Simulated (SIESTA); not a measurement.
## A series of single points on Sn

System: Sn (I4₁/amd, 2 atoms in the cell).
Method: Kohn-Sham DFT of a periodic cell, PBE, PseudoDojo 0.4 standard NC, numerical atomic orbitals, no spin polarisation (SIESTA 5.4.2).

The 7 runs differ only in the geometry, by an even scaling of the cell at fixed fractional positions. The structure derives from a Materials Project entry.

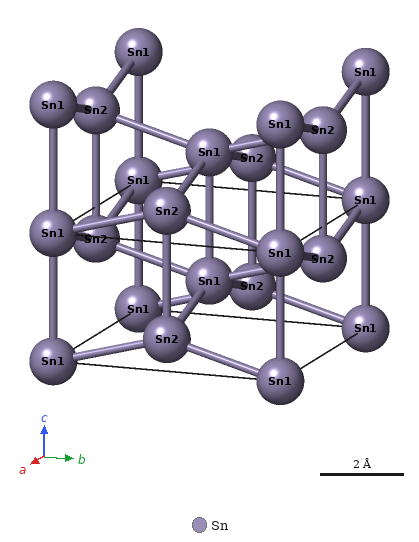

Figure 1. The structure of run 4 (ball-and-stick view of the cell 2 times as large as that of the calculation, set on its symmetry axes, repeated 1 × 1 × 2, seen slightly off an axis; atoms are numbered from 1 in the order of the input).

### Input of run 4
```
SystemName                      Sn
SystemLabel                     Sn
NumberOfSpecies                 1
NumberOfAtoms                   2
%block ChemicalSpeciesLabel
  1  50 Sn
%endblock ChemicalSpeciesLabel

LatticeConstant                 1.0 Ang
%block LatticeVectors
    -2.9401404553     2.9401404553     1.5993019889
     2.9401404553    -2.9401404553     1.5993019889
     2.9401404553     2.9401404553    -1.5993019889
%endblock LatticeVectors
AtomicCoordinatesFormat         Ang
%block AtomicCoordinatesAndAtomicSpecies
     0.0000000000     0.0000000000     0.0000000000  1
     0.0000000000     2.9401404553     0.7996509944  1
%endblock AtomicCoordinatesAndAtomicSpecies

%block kgrid.MonkhorstPack
    9   0   0  0.0
    0   9   0  0.0
    0   0   9  0.0
%endblock kgrid.MonkhorstPack
XC.Functional                   GGA
XC.Authors                      PBE
PAO.BasisSize                   DZP
PAO.EnergyShift                 0.002 Ry
Mesh.Cutoff                     500 Ry
OccupationFunction              FD
ElectronicTemperature           0.05 eV
MaxSCFIterations                120
SCF.MustConverge                false
SCF.Mixer.Method                Pulay
SCF.Mixer.Weight                0.25
SCF.Mixer.History               8
SCF.DM.Tolerance                5.0e-05
SCF.H.Tolerance                 1.0e-03 eV
WriteForces                     true
Charge.Mulliken                 end
```

Command:
```bash
siesta Sn.fdf > Sn.out 2>&1
```

Run 2 differs from it as follows:
```diff
-    -2.9401404553     2.9401404553     1.5993019889
-     2.9401404553    -2.9401404553     1.5993019889
-     2.9401404553     2.9401404553    -1.5993019889
+    -2.9004039564     2.9004039564     1.5776871502
+     2.9004039564    -2.9004039564     1.5776871502
+     2.9004039564     2.9004039564    -1.5776871502
-     0.0000000000     2.9401404553     0.7996509944  1
+     0.0000000000     2.9004039564     0.7888435751  1
```

### Results, with one run withheld

```csv
run,volume per atom (Å³),"free energy per atom, from the lowest run given (meV)",pressure (GPa)
1,25.991,58.81,6.60
2,26.544,?,?
3,27.097,22.91,3.89
4,27.650,11.75,2.62
5,28.203,4.53,1.61
6,28.756,0.63,0.65
7,29.309,0.00,−0.25
```

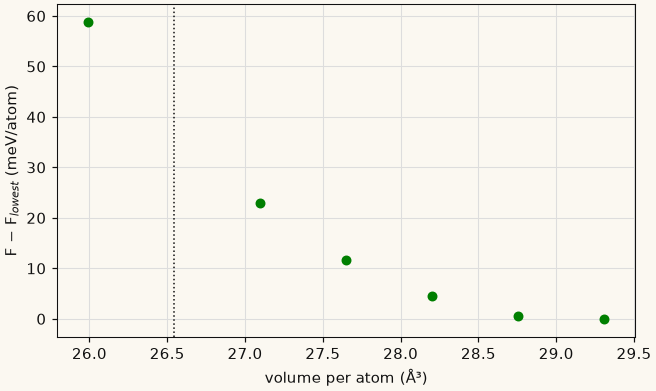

Figure 2. Free energy per atom of the runs given; the dotted line marks run 2.

What should run 2 give?

A cubic polynomial in V^(−2/3) (the Birch–Murnaghan form), fitted to the 6 runs given, misses them by at most 0.05 meV per atom. With x = V^(−2/3) − 0.10897 Å⁻², it reads F = 9.4229 + 5613.1 x + 8.3712e+05 x² + 3.3073e+06 x³ (meV per atom). At run 2 it gives 38.43 meV per atom, and the run itself gives 38.59. The slope of the fit gives a pressure −dF/dV of 5.17 GPa there, and the run prints 5.19 GPa. The fit has its minimum at 29.163 Å³ per atom, where V d²F/dV² gives 43.7 GPa. Cell shape and fractional positions are held, so this is the stiffness under even scaling; the relaxed bulk modulus wasn't computed.

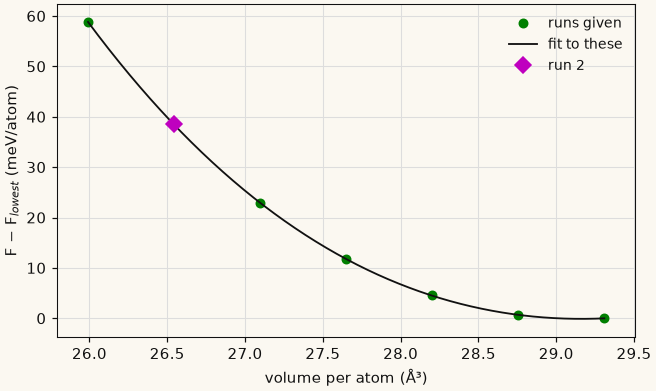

Figure 3. The fit and the withheld run.

### Some lines of the output (run 2)
```
[...]
outcell: Cell volume (Ang**3)        :     53.0882
stepf: Fermi-Dirac step function
siesta: Etot    =     -4288.125394
siesta: FreeEng =     -4288.133017
        iscf     Eharris(eV)        E_KS(eV)     FreeEng(eV)     dDmax    Ef(eV) dHmax(eV)
siesta: E_KS(eV) =            -4288.1849
siesta: E_KS - E_eggbox =     -4288.1849
siesta: Etot    =     -4288.184911
siesta: FreeEng =     -4288.192372
siesta:         Fermi =      -4.641655
siesta: Cell volume =         53.088183 Ang**3
    Orbital volume contribution        =           3.370465 eV
```

Notes: With a small basis of atomic orbitals these values can differ much from converged plane-wave results.
